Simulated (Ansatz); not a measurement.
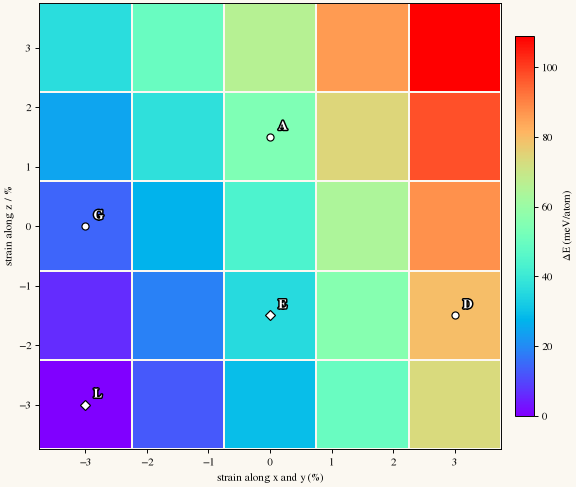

KF (Pm-3m, No. 221; 2 atoms in the cell). The cell is strained homogeneously, by one strain along x and y and another along z, with fractional coordinates fixed (x, y and z along the cube axes). The first coordinate is: strain along x and y; the second: strain along z. The scan uses a 5 × 5 grid. Points are written as (first, second). Energies: meV/atom, counted from the lowest grid point. The reference cell is the one listed in the database, not relaxed at this level. All numbers below come from DFT LDA, scalar-relativistic, plane waves, PAW in Ansatz. Settings: cutoff 420 eV, k-mesh 8×8×8, gaussian smearing 0.05 eV, no spin polarisation.

In the figure: one coloured cell a grid point, lettered points.

**What kind of point is each of A, E: minimum, saddle, maximum or slope?**

A: on a slope; E: on a slope. (In these two coordinates alone; a stationary point may lie a little off the grid point.)

**Rank the lettered points by energy, lowest first.**

L (0 meV/atom), G (14 meV/atom), E (35 meV/atom), A (54 meV/atom), D (80 meV/atom).
